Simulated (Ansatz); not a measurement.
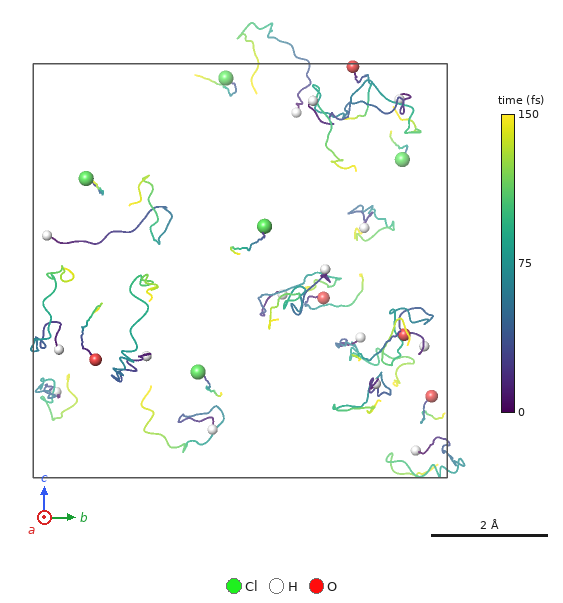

A Born-Oppenheimer molecular dynamics run of a periodic cell with 5 HCl + 5 H2O at 1.241 g/cm³, 150 fs long. Lines trace each atom's path, coloured by time; spheres stand at the starting positions. Seen along the a axis in the simulation cell.

All numbers below come from Ansatz 0.2.0, DFT PBE-D3(BJ), scalar-relativistic, plane waves, PAW. Run with plane-wave cutoff 420 eV; k-point mesh 1 × 1 × 1; Fermi-Dirac smearing 0.02 eV; Langevin thermostat (NVT); set temperature 1000 K; time step 0.5 fs; friction 0.02 per fs.

Input
```yaml
crystal:
  lattice:
    - [7.143305, 0.0, 0.0]
    - [0.0, 7.143305, 0.0]
    - [0.0, 0.0, 7.143305]
  atoms:
    - { symbol: Cl, position: [0.02350384, 0.46525731, 0.96565939] }
    - { symbol: H, position: [0.01778617, 0.63576444, 0.88226222] }
    - { symbol: Cl, position: [0.00197424, -0.10834475, 0.76880102] }
    - { symbol: H, position: [0.05272611, -0.20021087, 0.60367431] }
    - { symbol: Cl, position: [0.40882114, 0.398045, 0.25538248] }
    - { symbol: H, position: [0.29320635, 0.43320692, 0.11620668] }
    - { symbol: Cl, position: [0.66651888, 0.55875489, 0.60750362] }
    - { symbol: H, position: [0.62265713, 0.70545183, 0.50334597] }
    - { symbol: Cl, position: [0.48148134, 0.12764089, 0.7230765] }
    - { symbol: H, position: [0.55676098, 0.03315734, 0.58529294] }
    - { symbol: O, position: [0.89023826, 0.15037744, 0.28522383] }
    - { symbol: H, position: [0.82892556, 0.27357636, 0.2937158] }
    - { symbol: H, position: [0.78502705, 0.06185422, 0.3093367] }
    - { symbol: O, position: [0.57246076, 0.89658369, 0.34579347] }
    - { symbol: H, position: [0.44523407, 0.94481547, 0.3176998] }
    - { symbol: H, position: [0.59752483, 0.82791939, 0.22687389] }
    - { symbol: O, position: [0.08649875, 0.70116647, 0.43439648] }
    - { symbol: H, position: [0.13522942, 0.79049929, 0.33876285] }
    - { symbol: H, position: [0.18011746, 0.60234961, 0.44270682] }
    - { symbol: O, position: [0.5387785, 0.77230455, 0.99323294] }
    - { symbol: H, position: [0.54300921, 0.884874, 0.91399974] }
    - { symbol: H, position: [0.58997275, 0.67574992, 0.91081009] }
    - { symbol: O, position: [0.21151576, -0.03729401, 0.19696861] }
    - { symbol: H, position: [0.10755732, 0.05549255, 0.20730355] }
    - { symbol: H, position: [0.21624282, -0.07586234, 0.0656207] }
basis:
  ecutwfc: 420.0
kpoints:
  mp_grid: { grid: [1, 1, 1] }
hamiltonian:
  xc: pbe
  dispersion: d3bj
scf:
  occupations: { method: fermi_dirac, width: 0.02 }
  lower_state_search: "off"
md:
  timestep: 0.5
  n_steps: 300
  ensemble: nvt_langevin
  temperature: 1000.0
  initial_velocities: maxwell_boltzmann
  seed: 975907
  friction: 0.02
```

Launched with:
```bash
ansatz run input.yaml --threads 1 --pin off --max-ram 3072MiB --backend cpu --events-out ev --progress --plain --runs-dir out
```

Question: What do the traces tell about the motion?

Answer: Root-mean-square distances from the starting positions over the second half, with the common drift of all atoms taken out: H 1.13 Å, O 0.88 Å, Cl 0.58 Å. The heavy atoms stay within a fraction of a molecule's size of their starting places; so short a run doesn't tell a liquid from a solid. Bond changes: 2 H–O bonds form between 99 fs and 113 fs; one Cl–H bond forms at about 120 fs; one H–O bond breaks at about 123 fs. Over the second half the temperature averages 1153 K (spread ±144 K). The potential energy in the second half lies on average 118 meV per atom above the first frame.

Limits of the set-up: the periodic images lie only 7.1 Å apart, so the values are limited by the cell's size.

The run took 8.6 min on 1 thread of Arm Neoverse V1 (shared host), peak memory 0.39 GiB.
